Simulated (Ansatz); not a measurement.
# zigzag GaN nanoribbon (N = 2, H edges): bands by functional and under strain, part 3 of 4

What gap, if any, does the zigzag GaN nanoribbon (N = 2, H edges) have, and how does it change with the functional and under strain?

Ansatz 0.2.0; DFT PBE, plane waves, PAW; relaxation of a wire's period (the session's first sound run).

So far, band gap (eV): step 3 (the perfect wire, PBE) 3.06; step 4 (another level of theory, level LDA, cutoff 420 eV, LDA PBE) 3.10; step 5 (levels at the same atoms, level PBEsol, cutoff 420 eV, PBEsol PBE) 3.11; step 6 (levels at the same atoms, level r2SCAN, cutoff 500 eV, r2SCAN PBE) 3.58; step 7 (levels at the same atoms, level HSE06, cutoff 420 eV, HSE06 PBE) 4.32.

## 9. Two-component spinors

This step: DFT PBE, plane waves, fully relativistic PAW; bands of a perfect wire with spin-orbit coupling (Ansatz 0.2.0).

Spin-orbit coupling mixes the spins and splits bands that cross or touch without it, so it can open or close channels. Fully relativistic datasets take the place of the scalar ones. Against the first PBE run of this kind, the mesh along the wire has 16 points against 25.

Contents of input.yaml:

```yaml
crystal:
  lattice:
    - [13.25, 0.0, 0.0]
    - [0.0, 7.0, 0.0]
    - [0.0, 0.0, 3.2177285074]
  atoms:
    - { symbol: H, position: [0.263022252, 0.5, 0.0] }
    - { symbol: Ga, position: [0.380491529, 0.5, 0.0] }
    - { symbol: "N", position: [0.657101128, 0.5, 0.0] }
    - { symbol: H, position: [0.733861147, 0.5, 0.0] }
    - { symbol: "N", position: [0.451217308, 0.5, 0.5] }
    - { symbol: Ga, position: [0.591287769, 0.5, 0.5] }
kpoints:
  mp_grid: { grid: [1, 1, 16] }
  band_path: { path: ["Γ", Z], npoints: 50 }
scf:
  occupations: { method: fermi_dirac, width: 0.05 }
hamiltonian:
  xc: pbe
  pseudopotentials: { kind: paw_fr }
magnetization:
  noncollinear: true
  spin_orbit: true
```

Started as:

```bash
$ ansatz run input.yaml --threads 8 --pin off --max-ram 16384MiB --backend cpu --events-out ev --progress --plain --runs-dir out
```

Numbers of over 12 decimals in the logs are rounded to 6 here.

Output:

```text
[...]
non-collinear run that drives no moment, with spin-orbit: no starting moment large enough to seed its density (crystal.atoms[].spin), no starting occupations that ask for one, no magnetisation constraint and no magnetic field, so the semilocal B_xc is pinned to zero
Crystal: 6 atoms, lattice volume = 298.444 Å³
Basis set: ecut = 420 eV, 5845 PW (Γ)
Bands: 50, of which v1, the nominal top of the filled ones, is band 38 counted from 1 (37 counted from 0)
Symmetry: 4 space group operations + 4 with time reversal
[...]
k-points: 9 of 16
Projection manifold: j_resolved (fully-relativistic pseudo-atomic orbitals)
[...]
SCF iter   1: F=—  HF=-8372.634735 eV  |F-HF|=—  |Δ(HF+E_count)|=         —  Δρ=7.56e-2  dr2=2.23e1  dr2_m=0.00e0 (ungated)  ethr=3.10e-3  |M|=0.00e0 ∫|m|=0.00e0 μB  |m|>n=0.0e0 m-floor=0.0e0 τ_xc=0.0e0  β_m=0.30  ⟨swp⟩=9.2  Hψ=2525  notcnv=0  defer=5
[...]
spin=Noncollinear: Resta preconditioning applied to the charge; magnetization (m_x, m_y, m_z) channels mix plain (no charge-response kernel on spin).
SCF iter   2: F=—  HF=-8366.834960 eV  |F-HF|=—  |Δ(HF+E_count)|=    5.80e0  Δρ=2.61e-2  dr2=2.22e0  dr2_m=0.00e0 (ungated)  ethr=3.10e-3  |M|=0.00e0 ∫|m|=0.00e0 μB  |m|>n=0.0e0 m-floor=0.0e0 τ_xc=0.0e0  β_m=0.35  ⟨swp⟩=3.6  Hψ=1108  notcnv=0  defer=52
[...]
SCF iter  10: F=-8366.201551 eV  HF=-8366.201551 eV  |F-HF|=1.28e-8  |Δ(HF+E_count)|=   2.21e-7  Δρ=3.00e-6  dr2=1.86e-8  dr2_m=0.00e0 (ungated)  ethr=2.63e-10  |M|=0.00e0 ∫|m|=0.00e0 μB  |m|>n=0.0e0 m-floor=0.0e0 τ_xc=0.0e0  ⟨swp⟩=14.3  Hψ=2291  notcnv=0
SCF 1 converged in 10 iterations: F = -8366.201551 eV  dr2 = 1.86e-8
[...]
SCF converged after 10 iterations
Magnetization: |M| = 0.0000 μB,  M = (+0.0000, +0.0000, +0.0000) μB
Absolute magnetization: 0.0000 μB (∫|m|)
  site 0: m = (+0.0000, +0.0000, +0.0000) μB, |m| = 0.0000 μB  (R = 0.64 Å)
  site 1: m = (+0.0000, +0.0000, +0.0000) μB, |m| = 0.0000 μB  (R = 0.64 Å)
  site 2: m = (+0.0000, +0.0000, +0.0000) μB, |m| = 0.0000 μB  (R = 0.42 Å)
  site 3: m = (+0.0000, +0.0000, +0.0000) μB, |m| = 0.0000 μB  (R = 0.42 Å)
  site 4: m = (+0.0000, +0.0000, +0.0000) μB, |m| = 0.0000 μB  (R = 0.77 Å)
  site 5: m = (+0.0000, +0.0000, +0.0000) μB, |m| = 0.0000 μB  (R = 0.75 Å)
Free energy (F): -8366.201551 eV
[...]
Internal energy: -8366.201551 eV  (E = F + TS)
E sigma→0 (E₀):  -8366.201551 eV
Fermi energy:    -1.478258 eV
[...]
--- Band table (eV; the first three rows and the last of 9) ---
  k-point 0: bands = [... 34 lower, -3.8844, -3.8844, -3.7849, -3.7849, 0.0216, 0.0216, 1.1978, 1.1978, ... 8 higher]
  k-point 1: bands = [... 34 lower, -3.9551, -3.9245, -3.8510, -3.8500, 0.1527, 0.1566, 1.2981, 1.3031, ... 8 higher]
  k-point 2: bands = [... 34 lower, -4.1555, -4.1345, -3.7539, -3.7516, 0.4760, 0.4796, 1.5184, 1.5211, ... 8 higher]
  k-point 8: bands = [... 34 lower, -3.3532, -3.3532, -3.0409, -3.0409, 1.3120, 1.3120, 2.2222, 2.2222, ... 8 higher]
```

It took 6 s on 8 threads of AMD EPYC 9R45, shared host; peak memory 2.3 GiB; 45 s of CPU time.

Numbers from this step:

```yaml
band_gap: 3.054 eV
```

The electronic bands at the labelled points (eV, zero at the Fermi level):

```
point  band 35  band 36  band 37  band 38  band 39  band 40  band 41  band 42
    Γ    -2.41    -2.41    -2.31    -2.31     1.50     1.50     2.68     2.68
    Z    -1.88    -1.88    -1.56    -1.56     2.79     2.79     3.70     3.70
```

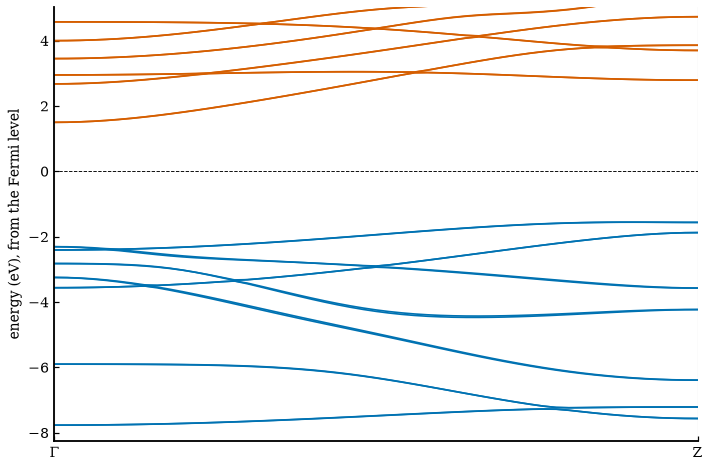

Electronic bands along the path; lines of filled and empty bands in two colours.

The gap is 3.05 eV, against 3.06 eV under PBE at the relaxed period, with no moment.

## 10. At a strained period, period over the relaxed period 0.97, k-mesh 1×1×20

This step: DFT PBE, plane waves, PAW; relaxation at a fixed period (Ansatz 0.2.0).

The period is set to 0.97 times the relaxed one and the atoms relax within it: strain changes bond lengths and angles, which shifts the bands against each other. Against the first PBE run of this kind, the mesh along the wire has 20 points against 25.

The cell differs from the one that the last finished run ended in (c 3.218 → 3.121 Å).

Contents of input.yaml:

```yaml
crystal:
  lattice:
    - [13.25, 0.0, 0.0]
    - [0.0, 7.0, 0.0]
    - [0.0, 0.0, 3.1211966522]
  atoms:
    - { symbol: H, position: [0.263022252, 0.5, 0.0] }
    - { symbol: Ga, position: [0.380491529, 0.5, 0.0], spin: 0.5 }
    - { symbol: "N", position: [0.657101128, 0.5, 0.0], spin: -0.5 }
    - { symbol: H, position: [0.733861147, 0.5, 0.0] }
    - { symbol: "N", position: [0.451217308, 0.5, 0.5] }
    - { symbol: Ga, position: [0.591287769, 0.5, 0.5] }
magnetization:
  spin_polarized: true
kpoints:
  mp_grid: { grid: [1, 1, 20] }
  band_path: { path: ["Γ", Z], npoints: 50 }
scf:
  occupations: { method: fermi_dirac, width: 0.05 }
hamiltonian:
  xc: pbe
relax:
  max_steps: 40
  f_tol: 0.02
output:
  stress: true
```

Output:

```text
Warning: output.stress: scf.convergence.dr2_threshold = 1e-7 eV (the SCF's general default) is looser than the 6e-10 eV advised for a printed stress (1e-10 eV for each atom of the cell: 6). What an SCF threshold leaves in a stress goes as its square root, and in the free energy as the threshold itself, and one threshold admits the most on a small cell: [figures from the program's tests cut] Every solve of this run an [...]
[...]
Crystal: 6 atoms, lattice volume = 289.491 Å³
Basis set: ecut = 420 eV, 5705 PW (Γ), exchange–correlation on 180×96×48 points (8 copies of the dense FFT grid, shifted against one another)
Bands: 26, of which v1, the nominal top of the filled ones, is band 19 counted from 1 (18 counted from 0)
Symmetry: 4 space group operations
[...]
k-points: 11 of 20
[...]
Starting moments: Σ|m| = 1 μB on 2 of 6 sites
[...]
SCF iter   1: F=—  HF=-8372.463917 eV  |F-HF|=—  |Δ(HF+E_count)|=         —  Δρ=4.47e-2 (↑4.47e-2 ↓3.85e-2)  dr2=2.26e1  dr2_m=6.07e-1  M=0.000 μB ∫|m|=0.126 μB  β_m=0.30  ethr=3.10e-3  ⟨swp⟩=7.7  Hψ=3049  notcnv=0
[...]
SCF iter  14: F=-8365.947663 eV  HF=-8365.947663 eV  |F-HF|=5.89e-9  |Δ(HF+E_count)|=   8.11e-9  Δρ=1.04e-6 (↑1.04e-6 ↓9.36e-7)  dr2=3.25e-9  dr2_m=1.33e-9  M=0.000 μB ∫|m|=0.000 μB  ethr=2.11e-10  ⟨swp⟩=2.8  Hψ=1243  notcnv=0
[...]
SCF 1 converged in 14 iterations: F = -8365.947663 eV  dr2 = 3.25e-9
[...]
relax step   1: F+E_penalty+E_count = -8365.94766261 eV  Δ(F+E_penalty+E_count) = +0.000e0 eV  max|allowed force component| = 7.934e-1 eV/Å  Δτ_max = 0.0000 Å  (14 SCF iters, dr2 threshold 1.00e-5 eV, accepted)
[...]
SCF iter   7: F=-8365.970976 eV  HF=-8365.970976 eV  |F-HF|=2.50e-8  |Δ(HF+E_count)|=   2.14e-7  Δρ=3.06e-6 (↑2.51e-6 ↓3.06e-6)  dr2=4.25e-8  dr2_m=7.99e-9  M=0.000 μB ∫|m|=0.000 μB  ethr=5.40e-10  ⟨swp⟩=1.0  Hψ=1610  notcnv=0
[...]
SCF 2 converged in 7 iterations: F = -8365.970976 eV  dr2 = 4.25e-8
relax step   2: F+E_penalty+E_count = -8365.97097593 eV  Δ(F+E_penalty+E_count) = -2.331e-2 eV  max|allowed force component| = 4.404e-1 eV/Å  Δτ_max = 0.0222 Å  (7 SCF iters, dr2 threshold 3.93e-5 eV, accepted)
SCF iter   1: F=—  HF=-8365.979236 eV  |F-HF|=—  |Δ(HF+E_count)|=         —  Δρ=1.12e-3 (↑8.71e-4 ↓1.12e-3)  dr2=6.46e-3  dr2_m=1.30e-3  M=0.000 μB ∫|m|=0.004 μB  β_m=0.30  ethr=1.33e-4  ⟨swp⟩=3.1  Hψ=1571  notcnv=0  defer=40
[...]
SCF iter   8: F=-8365.978050 eV  HF=-8365.978050 eV  |F-HF|=2.69e-9  |Δ(HF+E_count)|=   2.21e-8  Δρ=6.84e-7 (↑5.88e-7 ↓6.84e-7)  dr2=4.63e-9  dr2_m=3.78e-10  M=0.000 μB ∫|m|=0.000 μB  ethr=4.14e-11  ⟨swp⟩=1.0  Hψ=1606  notcnv=0
[...]
SCF 3 converged in 8 iterations: F = -8365.978050 eV  dr2 = 4.63e-9
relax step   3: F+E_penalty+E_count = -8365.97805050 eV  Δ(F+E_penalty+E_count) = -7.075e-3 eV  max|allowed force component| = 7.683e-2 eV/Å  Δτ_max = 0.0164 Å  (8 SCF iters, dr2 threshold 1.21e-5 eV, accepted)
[...]
relax step   4: F+E_penalty+E_count = -8365.97814974 eV  Δ(F+E_penalty+E_count) = -9.925e-5 eV  max|allowed force component| = 3.646e-2 eV/Å  Δτ_max = 0.0019 Å  (7 SCF iters, accepted)
SCF iter   1: F=—  HF=-8365.978172 eV  |F-HF|=—  |Δ(HF+E_count)|=         —  Δρ=3.55e-5 (↑3.44e-5 ↓3.55e-5)  dr2=9.24e-6  dr2_m=7.02e-8  M=0.000 μB ∫|m|=0.000 μB  β_m=0.30  ethr=3.32e-7  ⟨swp⟩=2.1  Hψ=1260  notcnv=0  defer=44
[...]
SCF iter   5: F=-8365.978167 eV  HF=-8365.978167 eV  |F-HF|=5.93e-10  |Δ(HF+E_count)|=  7.24e-10  Δρ=4.76e-7 (↑4.63e-7 ↓4.76e-7)  dr2=1.98e-9  dr2_m=3.63e-11  M=0.000 μB ∫|m|=0.000 μB  ethr=2.26e-11  ⟨swp⟩=1.9  Hψ=1754  notcnv=0
[...]
SCF 5 converged in 5 iterations: F = -8365.978167 eV  dr2 = 1.98e-9
relax step   5: F+E_penalty+E_count = -8365.97816695 eV  Δ(F+E_penalty+E_count) = -1.721e-5 eV  max|allowed force component| = 1.954e-3 eV/Å  Δτ_max = 0.0009 Å  (5 SCF iters, accepted)
[...]
the band table was solved once a step of the walk had ended and its energy, with any forces and stress, was formed, with the checks that follow a solve (3564 applications of the Hamiltonian). They found nothing against the state; the energy, forces and stress were not computed again (output.eigenvalues in the input reference)
[...]
SCF converged after 5 iterations
Magnetization: 0.0000 μB (19.0000 up, 19.0000 down)
Absolute magnetization: 0.0000 μB (∫|ρ↑−ρ↓|, with the PAW one-centre terms)
[...]
Per-site moments (μB) at R_I (Å): [(-2.0473871518010956e-7, 0.640547), (-2.6046807333573812e-9, 0.640547), (-3.6310743719041624e-8, 0.418840), (5.556734341105734e-8, 0.418840), (2.488099610993622e-7, 0.759702), (-1.0424888259787131e-10, 0.746466)]
Free energy (F): -8365.978167 eV
[...]
Internal energy: -8365.978167 eV  (E = F + TS)
E sigma→0 (E₀):  -8365.978167 eV
Fermi energy:    -1.305518 eV
[...]
--- Forces (eV/Å), atoms counted from 1 ---
  atom   1  H     -0.00027455     0.00000000     0.00000000
  atom   2  Ga     0.00061636     0.00000000     0.00000000
  atom   3  N     -0.00195272     0.00000000     0.00000000
  atom   4  H      0.00105382     0.00000000     0.00000000
  atom   5  N     -0.00038869     0.00000000     0.00000000
  atom   6  Ga     0.00095526     0.00000000     0.00000000
  max |Σ_I F_I| component: 9.48e-6 eV/Å
--- Stress (GPa, compression-positive) ---
       -0.006447       0.000000       0.000000
        0.000000       0.154506       0.000000
        0.000000       0.000000       2.234446
  P = ⅓ Tr σ = 0.7942 GPa (7.942 kbar)
--- Band table (eV; the first three rows and the last of 22) ---
  k-point 0 ↑: bands = [... 15 lower, -4.4128, -4.3146, -3.8660, -3.4079, 0.2220, 1.4197, 1.4237, 2.0411, ... 3 higher]
  k-point 1 ↑: bands = [... 15 lower, -4.5016, -4.3683, -3.8422, -3.5427, 0.3039, 1.4374, 1.4740, 2.0847, ... 3 higher]
  k-point 2 ↑: bands = [... 15 lower, -4.8301, -4.4494, -3.8779, -3.7722, 0.5155, 1.4761, 1.6183, 2.2120, ... 3 higher]
  k-point 10 ↓: bands = [... 15 lower, -5.7802, -5.0596, -3.2691, -2.8818, 1.5133, 2.3922, 2.4979, 3.3135, ... 3 higher]
--- Relaxed structure (5 steps of the walk, 5 accepted, 0 SCFs on fresh bases) ---
  F+E_penalty+E_count = -8365.97816695 eV   max|allowed force component| = 1.954e-3 eV/Å
  atoms:
    - { symbol: H, position: [0.260351, 0.5, 0.0] }
    - { symbol: Ga, position: [0.377546, 0.5, 0.0] }
    - { symbol: N, position: [0.660079, 0.5, 0.0] }
    - { symbol: H, position: [0.736711, 0.5, 0.0] }
    - { symbol: N, position: [0.451354, 0.5, 0.5] }
    - { symbol: Ga, position: [0.590939, 0.5, 0.5] }
```

Run time: 5.3 s. Hardware: 8 threads; peak memory 0.95 GiB.

The steps of the relaxation:

```
step  energy less that of the first step (eV)  largest force component (eV/Å)
   1                                   0.0000                          0.7934
   2                                  -0.0233                          0.4404
   3                                  -0.0304                          0.0768
   4                                  -0.0305                          0.0365
   5                                  -0.0305                          0.0020
```

The run keeps the 4 symmetry operations that it works with, so distortions that break them were not tested.

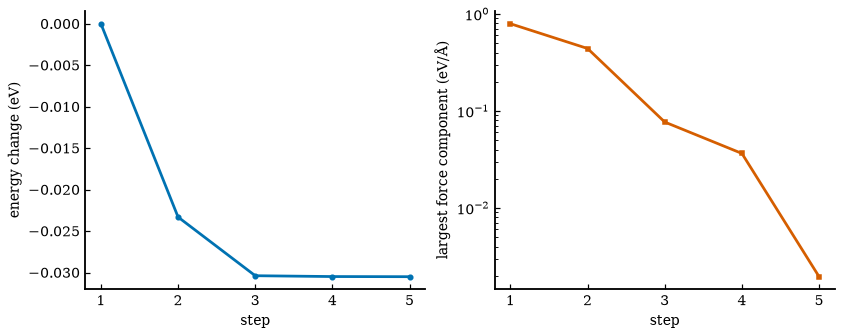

Energy and largest force along the relaxation.

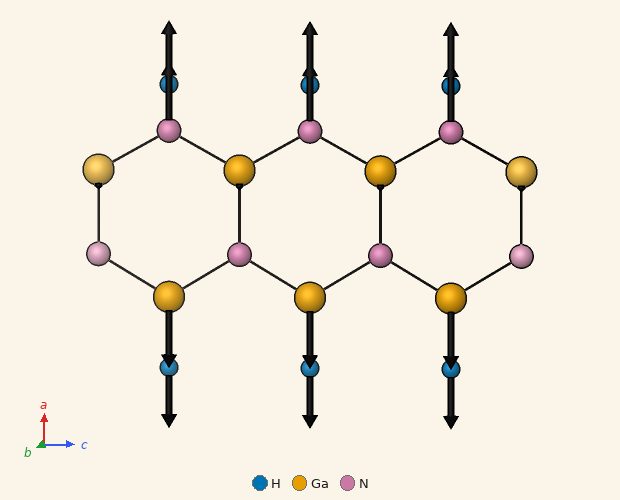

Displacements in the relaxation, exaggerated; the longest in the cell stands for 0.04 Å. 1×1×2 cells are drawn. Some periodic images of atoms are drawn too.

The atoms that moved most (Å):

```
atom      dx     dy     dz  length
  N3   0.039  0.000  0.000   0.039
 Ga2  -0.039  0.000  0.000   0.039
  H4   0.038  0.000  0.000   0.038
  H1  -0.035  0.000  0.000   0.035
```

The relaxed structure:

```xyz
6
Lattice="13.2500 0.0000 0.0000 0.0000 7.0000 0.0000 0.0000 0.0000 3.1212" Properties=species:S:1:pos:R:3
H     3.4496    3.5000    0.0000
Ga    5.0025    3.5000    0.0000
N     8.7460    3.5000    0.0000
H     9.7614    3.5000    0.0000
N     5.9804    3.5000    1.5606
Ga    7.8299    3.5000    1.5606
```

This step gave:

```
band gap : 3.104 eV
```

Electronic bands along the path, in eV, zero at the Fermi level:

```
point  up 18  up 19  up 20  up 21  down 18  down 19  down 20  down 21
    Γ  -2.56  -2.10   1.53   2.73    -2.56    -2.10     1.53     2.73
    Z  -1.96  -1.58   2.82   3.70    -1.96    -1.58     2.82     3.70
```

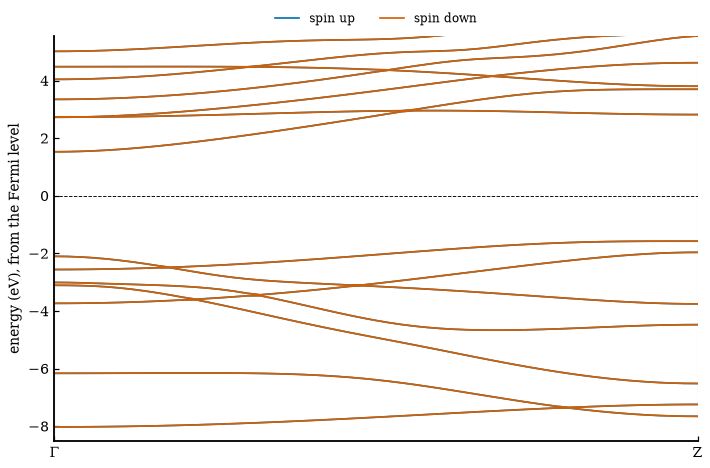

Electronic bands along the path; the two colours are the two spins.

The gap is 3.10 eV, against 3.06 eV under PBE at the relaxed period, with no moment.

## 11. At a strained period, period over the relaxed period 1.1, k-mesh 1×1×17

The period is set to 1.1 times the relaxed one and the atoms relax within it: strain changes bond lengths and angles, which shifts the bands against each other. Against the first PBE run of this kind, the mesh along the wire has 17 points against 25.

The cell differs from the one that the last finished run ended in (c 3.121 → 3.540 Å).

Changes to input.yaml since step 10:

```diff
@@ -4,3 +4,3 @@
     - [0.0, 7.0, 0.0]
-    - [0.0, 0.0, 3.1211966522]
+    - [0.0, 0.0, 3.5395013581]
   atoms:
@@ -15,3 +15,3 @@
 kpoints:
-  mp_grid: { grid: [1, 1, 20] }
+  mp_grid: { grid: [1, 1, 17] }
   band_path: { path: ["Γ", Z], npoints: 50 }
```

Output:

```text
[...]
Crystal: 6 atoms, lattice volume = 328.289 Å³
Basis set: ecut = 420 eV, 6401 PW (Γ), exchange–correlation on 180×96×48 points (8 copies of the dense FFT grid, shifted against one another)
Bands: 26, of which v1, the nominal top of the filled ones, is band 19 counted from 1 (18 counted from 0)
[...]
F+E_penalty+E_count = -8365.45387930 eV   max|allowed force component| = 1.887e-3 eV/Å
  atoms:
    - { symbol: H, position: [0.271161, 0.5, 0.0] }
    - { symbol: Ga, position: [0.389211, 0.5, 0.0] }
    - { symbol: N, position: [0.648355, 0.5, 0.0] }
    - { symbol: H, position: [0.725525, 0.5, 0.0] }
    - { symbol: N, position: [0.450817, 0.5, 0.5] }
    - { symbol: Ga, position: [0.591913, 0.5, 0.5] }
[key lines of the parts left out:]
SCF converged after 2 iterations
Magnetization: 0.0000 μB (19.0000 up, 19.0000 down)
Free energy (F): -8365.453879 eV
Fermi energy:    -2.042454 eV
P = ⅓ Tr σ = -1.9031 GPa (-19.031 kbar)
```

It took 5.6 s on 8 threads; peak memory 1 GiB.

[end of part 3 of 4]

[Logs are printed without paths, hosts, clocks, repeated set-up lines and the standing remarks that a program may print on its own settings, such as how far it seeks lower states.]

[Hosts, paths, dates, database ids (printed as entryN), source tags and the programs' standing remarks are cut or masked in the printed files.]
